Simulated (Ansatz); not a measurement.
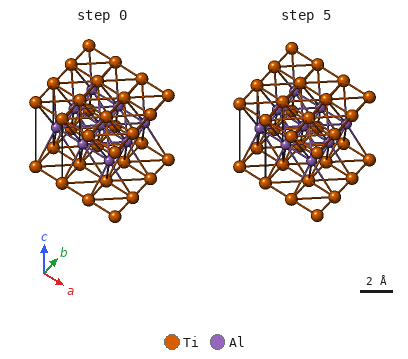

The structure of a crystal of TiAl (set up in P-6m2) before (left) and after (right) a relaxation, at one scale.

Style: ball-and-stick. Shown: the cell of the calculation, repeated 3 × 3 × 1 with one cell outlined, from a free direction.

The run lets cell and atoms move.

The calculation used Kohn-Sham DFT of a periodic cell, PBEsol, Ansatz PAW (Ansatz 0.2.0).

The input:
```yaml
crystal:
  lattice:
    - [2.8672622327, 0.0, 0.0]
    - [-1.4336311163, 2.4831219328, 0.0]
    - [0.0, 0.0, 4.678083]
  atoms:
    - { symbol: Ti, position: [0.0, 0.0, 0.0] }
    - { symbol: Al, position: [0.3333333333, 0.6666666667, 0.5] }
hamiltonian:
  xc: pbesol
  pseudopotentials: { kind: paw }
kpoints:
  mp_grid: { grid: [11, 11, 6] }
scf:
  occupations: { method: fermi_dirac, width: 0.05 }
output:
  forces: true
  stress: true
  eigenvalues: true
  write_density: true
  write_potential: true
  elf: true
  volumetric_format: npy
relax:
  f_tol: 0.01
  max_steps: 40
  cell: { stress_tol: 0.05, p_target: 5.0 }
```

Launched with:
```bash
ansatz run input.yaml --threads 2 --pin off --max-ram 5632MiB --backend cpu --events-out ev --progress --plain --runs-dir out
```

> What changed between the two?

The energy rises by 5.8 meV per atom in 4 accepted moves (5 points after the start). With the target pressure of 5 GPa, the enthalpy E + pV changes by −28.3 meV per atom. All forces vanish by symmetry, so only the cell relaxes. The pressure goes from −2.84 to 4.98 GPa. At 1 point the geometry stayed and the basis and grid were re-selected for the new cell (energy shift of 0.2 meV per atom at most each time). No atom moves by more than 0.005 Å relative to the cell. Cell: a = b 2.867 → 2.805 Å (−2.2 %), c 4.678 → 4.568 Å (−2.3 %). Volume −6.6 %. Among the contacts that change: Al–Ti 2.866 → 2.800 Å, Al–Al 2.867 → 2.805 Å, Ti–Ti 2.867 → 2.805 Å. The space group stays P-6m2 (No. 187).
